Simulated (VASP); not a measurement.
**Run report: Bi2Te3, geometry relaxation (part 3 of 3)**

The same run, continued: Bi2Te3 (R-3m, 5 atoms in the cell); Kohn-Sham DFT of a periodic cell, PBE, VASP PAW PBE potentials, minimal, no spin polarisation (VASP 6.6.1); cutoff 300 eV, 4×4×4 k-mesh, Gaussian smearing of 0.03 eV. The structure derives from an entry of the Crystallography Open Database.

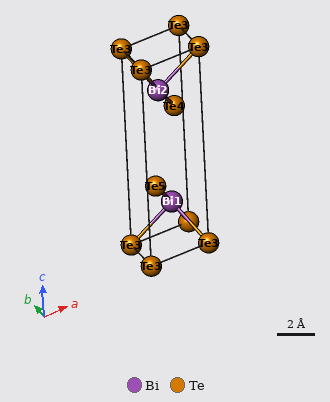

*The geometry at step 4 of the log (ball-and-stick view of the reduced cell, seen slightly off an axis; atoms are numbered from 1 in the order of the input).*

Parts of OUTCAR, continued
```
  FORCE on cell =-STRESS in cart. coord.  units (eV):
  Direction    XX          YY          ZZ          XY          YZ          ZX
  --------------------------------------------------------------------------------------
  -------------------------------------------------------------------------------------
  Total        0.6134822      0.6134822      0.7002137      0.0000000     -0.0000000     -0.0000000
  in kB        5.6066078      5.6066078      6.3992454      0.0000000     -0.0000000     -0.0000000
  external PRESSURE =       5.8708203 kB  Pullay stress =       0.0000000 kB

 VOLUME and BASIS-vectors are now :
 -----------------------------------------------------------------------------
  energy-cutoff  :      300.00
  volume of cell :      175.31
      direct lattice vectors                 reciprocal lattice vectors
     2.219168840  1.281237727 10.276402134     0.225309580  0.130082547  0.032436774
    -2.219168840  1.281237727 10.276402134    -0.225309580  0.130082547  0.032436774
     0.000000000 -2.562475454 10.276402134     0.000000000 -0.260165094  0.032436774

 POSITION                                       TOTAL-FORCE (eV/Angst)
 -----------------------------------------------------------------------------------
      0.00000     -0.00000     12.30635         0.000000     -0.000000      0.013216
      0.00000     -0.00000     18.52285        -0.000000      0.000000     -0.013216
      0.00000     -0.00000      0.00000         0.000000      0.000000      0.000000
      0.00000     -0.00000      6.51642         0.000000     -0.000000      0.051934
      0.00000     -0.00000     24.31279        -0.000000      0.000000     -0.051934
 -----------------------------------------------------------------------------------
    total drift:                                0.000000     -0.000000     -0.000000

  FREE ENERGIE OF THE ION-ELECTRON SYSTEM (eV)
  ---------------------------------------------------
  free  energy   TOTEN  =       -18.3711064928 eV

  energy  without entropy=      -18.3711064928  energy(sigma->0) =      -18.37110649

--------------------------------------- Ionic step        7  -------------------------------------------

 number of electron      27.9999998 magnetization

------------------------ aborting loop because EDIFF is reached ----------------------------------------

  FORCE on cell =-STRESS in cart. coord.  units (eV):
  Direction    XX          YY          ZZ          XY          YZ          ZX
  --------------------------------------------------------------------------------------
  -------------------------------------------------------------------------------------
  Total        0.8291737      0.8291737      0.8302549      0.0000000     -0.0000000      0.0000000
  in kB        7.5778095      7.5778095      7.5876908      0.0000000     -0.0000000      0.0000000
  external PRESSURE =       7.5811033 kB  Pullay stress =       0.0000000 kB

 VOLUME and BASIS-vectors are now :
 -----------------------------------------------------------------------------
  energy-cutoff  :      300.00
  volume of cell :      175.31
      direct lattice vectors                 reciprocal lattice vectors
     2.213700606  1.278080641 10.327233914     0.225866135  0.130403874  0.032277117
    -2.213700606  1.278080641 10.327233914    -0.225866135  0.130403874  0.032277117
     0.000000000 -2.556161282 10.327233914     0.000000000 -0.260807748  0.032277117

 POSITION                                       TOTAL-FORCE (eV/Angst)
 -----------------------------------------------------------------------------------
      0.00000     -0.00000     12.35193         0.000000     -0.000000      0.043670
      0.00000     -0.00000     18.62977        -0.000000      0.000000     -0.043670
      0.00000     -0.00000      0.00000         0.000000      0.000000     -0.000000
      0.00000     -0.00000      6.56999         0.000000     -0.000000      0.030139
      0.00000     -0.00000     24.41171        -0.000000      0.000000     -0.030139
 -----------------------------------------------------------------------------------
    total drift:                                0.000000     -0.000000      0.000000

  FREE ENERGIE OF THE ION-ELECTRON SYSTEM (eV)
  ---------------------------------------------------
  free  energy   TOTEN  =       -18.3722027346 eV

  energy  without entropy=      -18.3722027346  energy(sigma->0) =      -18.37220273

--------------------------------------- Ionic step        8  -------------------------------------------

 number of electron      27.9999997 magnetization

------------------------ aborting loop because EDIFF is reached ----------------------------------------

  FORCE on cell =-STRESS in cart. coord.  units (eV):
  Direction    XX          YY          ZZ          XY          YZ          ZX
  --------------------------------------------------------------------------------------
  -------------------------------------------------------------------------------------
  Total        0.9253243      0.9253243      0.9618610      0.0000000     -0.0000000      0.0000000
  in kB        8.4565289      8.4565289      8.7904372      0.0000000     -0.0000000      0.0000000
  external PRESSURE =       8.5678317 kB  Pullay stress =       0.0000000 kB

 VOLUME and BASIS-vectors are now :
 -----------------------------------------------------------------------------
  energy-cutoff  :      300.00
  volume of cell :      175.31
      direct lattice vectors                 reciprocal lattice vectors
     2.213123302  1.277747334 10.332622434     0.225925053  0.130437890  0.032260284
    -2.213123302  1.277747334 10.332622434    -0.225925053  0.130437890  0.032260284
     0.000000000 -2.555494669 10.332622434     0.000000000 -0.260875781  0.032260284

 POSITION                                       TOTAL-FORCE (eV/Angst)
 -----------------------------------------------------------------------------------
      0.00000     -0.00000     12.36311        -0.000000      0.000000     -0.029412
      0.00000     -0.00000     18.63476         0.000000     -0.000000      0.029412
      0.00000     -0.00000      0.00000         0.000000     -0.000000     -0.000000
      0.00000     -0.00000      6.57994        -0.000000      0.000000     -0.027299
      0.00000     -0.00000     24.41792         0.000000     -0.000000      0.027299
 -----------------------------------------------------------------------------------
    total drift:                               -0.000000     -0.000000      0.000000

  FREE ENERGIE OF THE ION-ELECTRON SYSTEM (eV)
  ---------------------------------------------------
  free  energy   TOTEN  =       -18.3723110059 eV

  energy  without entropy=      -18.3723110059  energy(sigma->0) =      -18.37231101

--------------------------------------- Ionic step        9  -------------------------------------------

 number of electron      27.9999997 magnetization

 Free energy of the ion-electron system (eV)
  ---------------------------------------------------
  ext. energy  EPLUGINS =         0.00000000
  ---------------------------------------------------
  free energy    TOTEN  =       -18.37243863 eV

  energy without entropy =      -18.37243863  energy(sigma->0) =      -18.37243863

 E-fermi :   5.4099     XC(G=0):  -9.0942     alpha+bet :-10.1645

 val. band max:        5.2523876127   @ k =   0.0000   0.0000   0.0000
 cond. band min:       5.5972804719   @ k =   0.0000   0.0000   0.0000
 fundamental gap:      0.3448928592
 Fermi energy:         5.4099096777

 k-point     1 :       0.0000    0.0000    0.0000
  band No.  band energies     occupation
      1      -7.8326      2.00000
      2      -7.1849      2.00000
      3      -5.8402      2.00000
      4      -3.5808      2.00000
      5      -3.0041      2.00000
      6       3.1450      2.00000
      7       3.3357      2.00000
      8       3.6217      2.00000
      9       3.6217      2.00000
     10       3.7191      2.00000
     11       3.7191      2.00000
     12       4.4706      2.00000
     13       4.4706      2.00000
     14       5.2524      2.00000
     15       5.5973      0.00000
     16       6.0748      0.00000
     17       6.0748      0.00000
     18       7.2100      0.00000

 k-point     2 :       0.2500    0.0000    0.0000
  band No.  band energies     occupation
      1      -7.3114      2.00000
      2      -6.7517      2.00000
      3      -5.5327      2.00000
      4      -4.0864      2.00000
      5      -3.5449      2.00000
      6       1.4974      2.00000
      7       1.9472      2.00000
      8       2.3207      2.00000
      9       2.6679      2.00000
     10       3.1875      2.00000
     11       3.4401      2.00000
     12       4.4022      2.00000
     13       4.4419      2.00000
     14       4.7312      2.00000
     15       6.3402      0.00000
     16       6.8054      0.00000
     17       6.8502      0.00000
     18       7.7950      0.00000

 k-point     3 :       0.5000    0.0000    0.0000
  band No.  band energies     occupation
      1      -6.1352      2.00000
      2      -6.0968      2.00000
      3      -5.5939      2.00000
      4      -4.8017      2.00000
      5      -4.5042      2.00000
      6       0.2750      2.00000
      7       2.0480      2.00000
      8       2.1095      2.00000
      9       2.2221      2.00000
     10       2.3685      2.00000
     11       2.5834      2.00000
     12       3.1902      2.00000
     13       4.4179      2.00000
     14       4.7554      2.00000
     15       5.9617      0.00000
     16       6.5671      0.00000
     17       8.0071      0.00000
     18       8.1420      0.00000

 k-point     4 :       0.2500    0.2500    0.0000
  band No.  band energies     occupation
      1      -7.3027      2.00000
      2      -6.7700      2.00000
      3      -5.5248      2.00000
      4      -4.0095      2.00000
      5      -3.6302      2.00000
      6       1.2672      2.00000
      7       2.2598      2.00000
      8       2.5617      2.00000
      9       2.5932      2.00000
     10       3.4015      2.00000
     11       3.5850      2.00000
     12       3.9934      2.00000
     13       4.1864      2.00000
     14       4.2343      2.00000
     15       6.7739      0.00000
     16       7.0436      0.00000
     17       7.2776      0.00000
     18       7.7392      0.00000

 k-point     5 :       0.5000    0.2500   -0.0000
  band No.  band energies     occupation
      1      -6.3502      2.00000
      2      -6.0502      2.00000
      3      -5.2261      2.00000
      4      -4.8344      2.00000
      5      -4.6383      2.00000
      6       0.8850      2.00000
      7       1.0377      2.00000
      8       1.7814      2.00000
      9       1.9022      2.00000
     10       2.2871      2.00000
     11       2.9415      2.00000
     12       3.7899      2.00000
     13       4.3238      2.00000
     14       4.5046      2.00000
     15       6.7323      0.00000
     16       6.9529      0.00000
     17       7.4891      0.00000
     18       8.5230      0.00000

 [... the levels of 7 k-points are left out ...]

 k-point    13 :       0.5000    0.5000    0.5000
  band No.  band energies     occupation
      1      -7.7333      2.00000
      2      -7.3959      2.00000
      3      -5.4916      2.00000
      4      -4.2240      2.00000
      5      -2.5401      2.00000
      6       2.7203      2.00000
      7       3.5438      2.00000
      8       3.5438      2.00000
      9       3.7781      2.00000
     10       3.9182      2.00000
     11       3.9182      2.00000
     12       4.2630      2.00000
     13       4.2630      2.00000
     14       4.9124      2.00000
     15       6.0166      0.00000
     16       6.4387      0.00000
     17       6.4387      0.00000
     18       7.0186      0.00000

------------------------ aborting loop because EDIFF is reached ----------------------------------------

  FORCE on cell =-STRESS in cart. coord.  units (eV):
  Direction    XX          YY          ZZ          XY          YZ          ZX
  --------------------------------------------------------------------------------------
  -------------------------------------------------------------------------------------
  Total        0.8845986      0.8845986      0.9065881      0.0000000     -0.0000000      0.0000000
  in kB        8.0843374      8.0843374      8.2852995      0.0000000     -0.0000000      0.0000000
  external PRESSURE =       8.1513248 kB  Pullay stress =       0.0000000 kB

 VOLUME and BASIS-vectors are now :
 -----------------------------------------------------------------------------
  energy-cutoff  :      300.00
  volume of cell :      175.31
      direct lattice vectors                 reciprocal lattice vectors
     2.213365631  1.277887243 10.330360041     0.225900318  0.130423609  0.032267349
    -2.213365631  1.277887243 10.330360041    -0.225900318  0.130423609  0.032267349
     0.000000000 -2.555774485 10.330360041     0.000000000 -0.260847219  0.032267349

 POSITION                                       TOTAL-FORCE (eV/Angst)
 -----------------------------------------------------------------------------------
      0.00000     -0.00000     12.35841         0.000000     -0.000000      0.001431
      0.00000     -0.00000     18.63267        -0.000000      0.000000     -0.001431
      0.00000     -0.00000      0.00000        -0.000000     -0.000000      0.000000
      0.00000     -0.00000      6.57577        -0.000000      0.000000     -0.002995
      0.00000     -0.00000     24.41531         0.000000     -0.000000      0.002995
 -----------------------------------------------------------------------------------
    total drift:                                0.000000      0.000000     -0.000000

  FREE ENERGIE OF THE ION-ELECTRON SYSTEM (eV)
  ---------------------------------------------------
  free  energy   TOTEN  =       -18.3724386295 eV

  energy  without entropy=      -18.3724386295  energy(sigma->0) =      -18.37243863

 reached required accuracy - stopping structural energy minimisation
```

CONTCAR
```
Bi2Te3
   1.00000000000000
     2.2133656307792515    1.2778872426720658   10.3303600406936180
    -2.2133656307792515    1.2778872426720658   10.3303600406936180
     0.0000000000000000   -2.5557744854762778   10.3303600406973608
  Bi              Te
     2     3
Direct
     0.3987732595788004    0.3987732595788004    0.3987732595788002
     0.6012267404211998    0.6012267404211998    0.6012267404211999
     0.0000000000000000    0.0000000000000000    0.0000000000000000
     0.2121825333175037    0.2121825333175037    0.2121825333175104
     0.7878174666824963    0.7878174666824963    0.7878174666824896

  0.00000000E+00  0.00000000E+00  0.00000000E+00
  0.00000000E+00  0.00000000E+00  0.00000000E+00
  0.00000000E+00  0.00000000E+00  0.00000000E+00
  0.00000000E+00  0.00000000E+00  0.00000000E+00
  0.00000000E+00  0.00000000E+00  0.00000000E+00
```

Trajectory as extended XYZ (Å, eV, eV/Å), 9 frames, from step=0 to step=8
```
5
Lattice="2.1929 1.2661 10.5239 -2.1929 1.2661 10.5239 0.0000 -2.5322 10.5239" Properties=species:S:1:pos:R:3:forces:R:3 step=0 energy=-18.34512
Bi    0.0000    0.0000   12.5388    0.0000   0.0000  -0.1071
Bi    0.0000    0.0000   19.0331    0.0000   0.0000   0.1071
Te    0.0000    0.0000    0.0000    0.0000   0.0000   0.0000
Te    0.0000    0.0000    6.8109    0.0000   0.0000  -0.2978
Te    0.0000    0.0000   24.7609    0.0000   0.0000   0.2978
5
Lattice="2.1927 1.2660 10.5259 -2.1927 1.2660 10.5259 0.0000 -2.5319 10.5259" Properties=species:S:1:pos:R:3:forces:R:3 step=1 energy=-18.35245
Bi    0.0000    0.0000   12.5360    0.0000   0.0000   0.0184
Bi    0.0000    0.0000   19.0418    0.0000   0.0000  -0.0184
Te    0.0000    2.5319   21.0519    0.0000   0.0000   0.0000
Te    0.0000    0.0000    6.7979    0.0000   0.0000  -0.1833
Te    0.0000    0.0000   24.7800    0.0000   0.0000   0.1833
5
Lattice="2.1924 1.2658 10.5284 -2.1924 1.2658 10.5284 0.0000 -2.5316 10.5284" Properties=species:S:1:pos:R:3:forces:R:3 step=2 energy=-18.35519
Bi    0.0000    0.0000   12.5325    0.0000   0.0000   0.1713
Bi    0.0000    0.0000   19.0527    0.0000   0.0000  -0.1713
Te    0.0000    0.0000    0.0000    0.0000   0.0000   0.0000
Te    0.0000    0.0000    6.7817    0.0000   0.0000  -0.0449
Te    0.0000    0.0000   24.8036    0.0000   0.0000   0.0449
5
Lattice="2.1951 1.2673 10.5031 -2.1951 1.2673 10.5031 0.0000 -2.5347 10.5031" Properties=species:S:1:pos:R:3:forces:R:3 step=3 energy=-18.35916
Bi    0.0000    0.0000   12.5099    0.0000   0.0000   0.1543
Bi    0.0000    0.0000   18.9994    0.0000   0.0000  -0.1543
Te    0.0000    0.0000    0.0000    0.0000   0.0000   0.0000
Te    0.0000    0.0000    6.7549    0.0000   0.0000  -0.0359
Te    0.0000    0.0000   24.7543    0.0000   0.0000   0.0359
5
Lattice="2.2031 1.2719 10.4272 -2.2031 1.2719 10.4272 0.0000 -2.5439 10.4272" Properties=species:S:1:pos:R:3:forces:R:3 step=4 energy=-18.36794
Bi    0.0000    0.0000   12.4419    0.0000   0.0000   0.1054
Bi    0.0000    0.0000   18.8398    0.0000   0.0000  -0.1054
Te    0.0000    0.0000    0.0000    0.0000   0.0000   0.0000
Te    0.0000    0.0000    6.6749    0.0000   0.0000  -0.0086
Te    0.0000    0.0000   24.6068    0.0000   0.0000   0.0086
5
Lattice="2.2192 1.2812 10.2764 -2.2192 1.2812 10.2764 0.0000 -2.5625 10.2764" Properties=species:S:1:pos:R:3:forces:R:3 step=5 energy=-18.37111
Bi    0.0000    0.0000   12.3064    0.0000   0.0000   0.0132
Bi    0.0000    0.0000   18.5229    0.0000   0.0000  -0.0132
Te    0.0000    0.0000    0.0000    0.0000   0.0000   0.0000
Te    0.0000    0.0000    6.5164    0.0000   0.0000   0.0519
Te    0.0000    0.0000   24.3128    0.0000   0.0000  -0.0519
5
Lattice="2.2137 1.2781 10.3272 -2.2137 1.2781 10.3272 0.0000 -2.5562 10.3272" Properties=species:S:1:pos:R:3:forces:R:3 step=6 energy=-18.37220
Bi    0.0000    0.0000   12.3519    0.0000   0.0000   0.0437
Bi    0.0000    0.0000   18.6298    0.0000   0.0000  -0.0437
Te    0.0000    0.0000    0.0000    0.0000   0.0000   0.0000
Te    0.0000    0.0000    6.5700    0.0000   0.0000   0.0301
Te    0.0000    0.0000   24.4117    0.0000   0.0000  -0.0301
5
Lattice="2.2131 1.2777 10.3326 -2.2131 1.2777 10.3326 0.0000 -2.5555 10.3326" Properties=species:S:1:pos:R:3:forces:R:3 step=7 energy=-18.37231
Bi    0.0000    0.0000   12.3631    0.0000   0.0000  -0.0294
Bi    0.0000    0.0000   18.6348    0.0000   0.0000   0.0294
Te    0.0000    0.0000    0.0000    0.0000   0.0000   0.0000
Te    0.0000    0.0000    6.5799    0.0000   0.0000  -0.0273
Te    0.0000    0.0000   24.4179    0.0000   0.0000   0.0273
5
Lattice="2.2134 1.2779 10.3304 -2.2134 1.2779 10.3304 0.0000 -2.5558 10.3304" Properties=species:S:1:pos:R:3:forces:R:3 step=8 energy=-18.37244
Bi    0.0000    0.0000   12.3584    0.0000   0.0000   0.0014
Bi    0.0000    0.0000   18.6327    0.0000   0.0000  -0.0014
Te    0.0000    0.0000    0.0000    0.0000   0.0000   0.0000
Te    0.0000    0.0000    6.5758    0.0000   0.0000  -0.0030
Te    0.0000    0.0000   24.4153    0.0000   0.0000   0.0030
```

The run was set up as follows.

INCAR
```
SYSTEM = Bi2Te3
ALGO = Fast
EDIFF = 1E-7
EDIFFG = -0.01
ENCUT = 300
GGA = PE
IBRION = 2
ISIF = 4
ISMEAR = 0
LASPH = .TRUE.
LCHARG = .FALSE.
LREAL = .FALSE.
LWAVE = .FALSE.
NELM = 80
NSW = 40
PREC = Accurate
SIGMA = 0.03
```

KPOINTS
```
k-points
0
G
  4 4 4
  0 0 0
```

POSCAR
```
Bi2Te3                                  
1.0
    2.1929137898      1.2660793668     10.5239473048
   -2.1929137898      1.2660793668     10.5239473048
    0.0000000000     -2.5321587337     10.5239473048
  Bi              Te            
     2     3
Direct
     0.3971509336043398    0.3971509336043398    0.3971509336043398
     0.6028490663956600    0.6028490663956600    0.6028490663956600
     0.0000000000000000    0.0000000000000000    0.0000000000000000
     0.2157282134917677    0.2157282134917677    0.2157282134917677
     0.7842717865082324    0.7842717865082324    0.7842717865082324
```

Launch command:
```bash
cat potpaw_PBE.64/Bi/POTCAR potpaw_PBE.64/Te/POTCAR > POTCAR
mpirun -np 1 vasp_std > vasp.out
```

Results in brief

| quantity | value |
| --- | --- |
| outcome | converged |
| space group (tolerance 0.01 Å) | R-3m (166) |
| electrons treated | 28 |
| free energy | −18.3724 eV |
| gap on the k-point mesh | 0.34 eV |
| pressure | 0.82 GPa |
| final volume | 175.31 Å³ |
| largest force (length of the vector) at the end | 0.003 eV/Å |
| final cell | a = 10.642 Å, b = 10.642 Å, c = 10.642 Å, α = 24.01°, β = 24.01°, γ = 24.01° |
| hardware | 1 thread of Intel Xeon (Granite Rapids), 360 GiB of memory available, shared host |
| wall time | 8.3 min |
| peak memory | 0.57 GiB |

Remarks

Spin–orbit coupling is left out, which matters for Bi.
